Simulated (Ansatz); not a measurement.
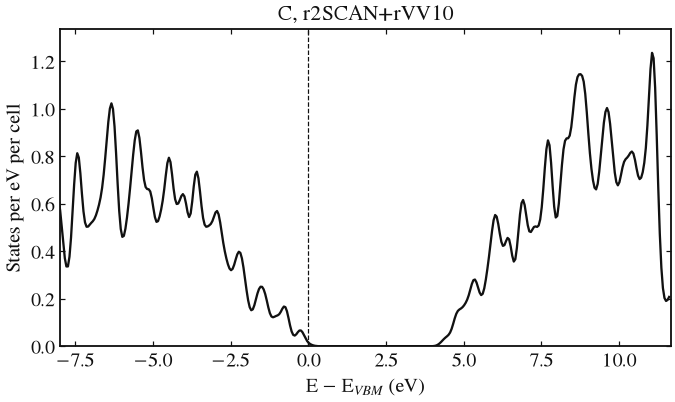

Density of states. Energies are counted from the top of the valence band. The curve is built from the levels of the k mesh with Gaussians 0.3 eV wide, which also blur the band edges.

Input of the run:

```
crystal:
  lattice:
    - [0.0, 1.7789424097, 1.7789424097]
    - [1.7789424097, 0.0, 1.7789424097]
    - [1.7789424097, 1.7789424097, 0.0]
  atoms:
    - { symbol: C, position: [0.0, 0.0, 0.0] }
    - { symbol: C, position: [0.25, 0.25, 0.25] }
kpoints:
  mp_grid: { grid: [14, 14, 14] }
  band_path:
    path:
      - [0.0, 0.0, 0.0]
      - [0.5, 0.0, 0.5]
      - [0.625, 0.25, 0.625]
      - [0.375, 0.375, 0.75]
      - [0.5, 0.5, 0.5]
      - [0.5, 0.25, 0.75]
    npoints: 1
hamiltonian:
  xc: r2scan
  dispersion: rvv10
scf:
  occupations: { method: fermi_dirac, width: 0.03 }
  n_extra_bands: 4
output:
  forces: true
  stress: true
  eigenvalues: true
  write_density: true
  write_potential: true
  elf: true
  volumetric_format: npy
```

Command:
```bash
ansatz run input.yaml --threads 2 --pin off --max-ram 20275MiB --backend cpu --events-out ev --progress --plain --runs-dir out
```

Question: Is there a gap at the Fermi level, and how wide?

Answer: There is a gap; over the k points computed it is 4.34 eV (indirect; the smallest direct gap is 5.89 eV).
